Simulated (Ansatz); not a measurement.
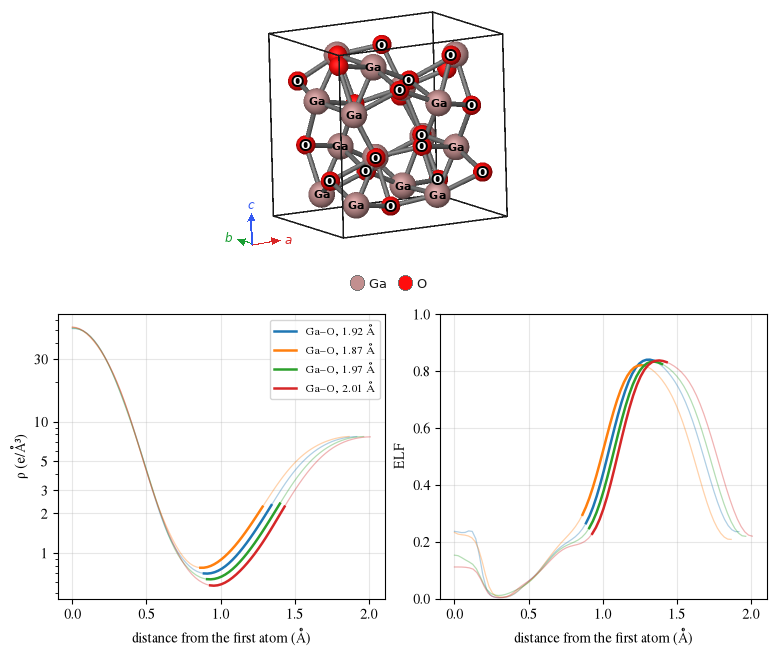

The picture shows: Ga5O8 (cell charge −1, with a compensating background) (cell with a defect). Valence electron density and ELF along straight lines between neighbouring atoms. Thin, pale parts lie inside the atomic spheres. The structure is drawn too.

Spin-polarised.

Theory: Ansatz, DFT PBE, scalar-relativistic, plane waves, PAW.

In a PAW calculation such maps are meaningful between the atoms, not at the nuclei.

Q: Compare the contacts.

A: Ga–O (1.92 Å): the density is about 0.71 e/Å³ at the midpoint; the ELF peaks at about 0.85 in the valence shell of O, 0.6 Å from its nucleus, and is about 0.35 at the midpoint.
Ga–O (1.87 Å): the density is about 0.8 e/Å³ at the midpoint; the ELF peaks at about 0.80 in the valence shell of O, 0.6 Å from its nucleus, and is about 0.40 at the midpoint.
Ga–O (1.97 Å): ρ is about 0.65 e/Å³ halfway; the ELF peaks at about 0.85 in the valence shell of O, 0.6 Å from its nucleus, and is about 0.35 at the midpoint.
Ga–O (2.01 Å): ρ is about 0.58 e/Å³ halfway; the ELF peaks at about 0.85 in the valence shell of O, 0.6 Å from its nucleus, and is about 0.30 at the midpoint.
